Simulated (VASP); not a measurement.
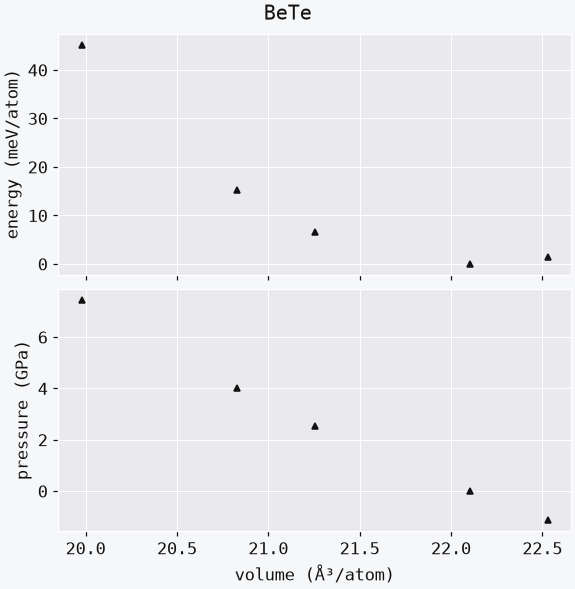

The picture above shows the energy and pressure against volume for BeTe, space group F-43m (No. 216).

Cell as given: a = 3.917 Å, b = 3.917 Å, c = 3.917 Å, α = 60.00°, β = 60.00°, γ = 60.00°; 2 atoms.

Computed with VASP 6.6.1: plane-wave DFT, no spin polarisation; energies at scaled volumes of the given cell, shape and fractions fixed, counted from the fit's minimum, third-order Birch-Murnaghan fit. Level: PBEsol.

- k mesh: 8×8×8
- occupations: Fermi–Dirac
- smearing width: 0.05 eV
- potentials: VASP PAW PBE potentials, recommended
- wave cutoff: 520 eV

The points at volume 20.40 Å³/atom and 21.68 Å³/atom are left out of the plot. What values does the calculation give there?

```json
{"volume (Å³/atom)": "20.40", "energy (meV/atom)": "27.94", "pressure (GPa)": "5.64"}
{"volume (Å³/atom)": "21.68", "energy (meV/atom)": "1.55", "pressure (GPa)": "1.20"}
```
